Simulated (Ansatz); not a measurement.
The calculation's input:

```
crystal:
  lattice:
    - [0.0, 3.505248, 3.375424]
    - [3.505248, 0.0, 3.375424]
    - [3.505248, 3.505248, 0.0]
  atoms:
    - { symbol: Sn, position: [0.5, 0.5, 0.5] }
    - { symbol: Sn, position: [0.75, 0.75, 0.75] }
basis:
  ecutwfc: 500
kpoints:
  mp_grid: { grid: [12, 12, 12] }
hamiltonian:
  xc: r2scan
scf:
  occupations: { method: gaussian, width: 0.15 }
output:
  forces: true
  stress: true
  eigenvalues: true
  write_density: true
  write_potential: true
  elf: true
  volumetric_format: npy
```

Command:

```sh
ansatz run input.yaml --threads 1 --pin off --max-ram 2560MiB --backend cpu --events-out ev --progress --plain --runs-dir out
```

Below, planes, directions and counts refer to the conventional cell (a = 4.96 Å, b = 4.96 Å, c = 6.75 Å, α = 90.00°, β = 90.00°, γ = 90.00°).

Space group I4₁/amd; changed on purpose from its base cell (strain +0.080 along x and y, +0.040 along z, atoms carried along); computed pressure about −5 GPa in this cell.

Theory: DFT r2SCAN, scalar-relativistic, plane waves, PAW in Ansatz 0.2.0.

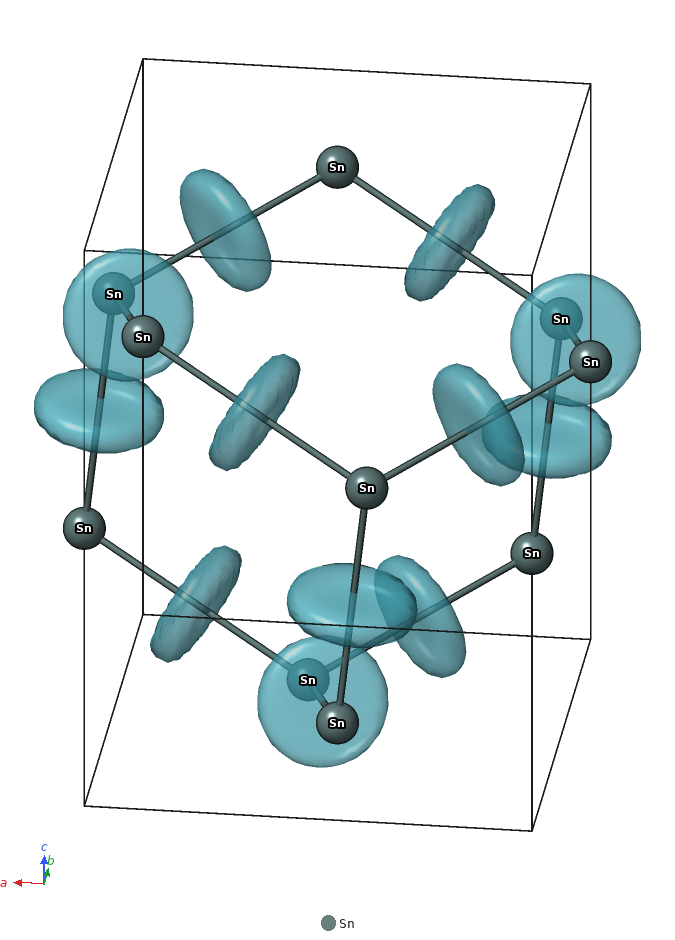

Sn. Isosurface of the ELF at 0.6 (cyan), seen at an oblique angle. Only the valence region is drawn (cores and ρ < 0.01 e/Å³ removed). Sticks mark near contacts.

Core electrons are frozen (PAW), and the valence fields are smoothed inside the atomic spheres.

> Describe the localisation domains.

The ELF exceeds this value in eight regions between bonded Sn–Sn atoms, counted in one cell of 4 atoms. Regions shared between cells count once. Profiles from the grid: Sn–Sn (3.00 Å): the ELF peaks at about 0.70 between the atoms.
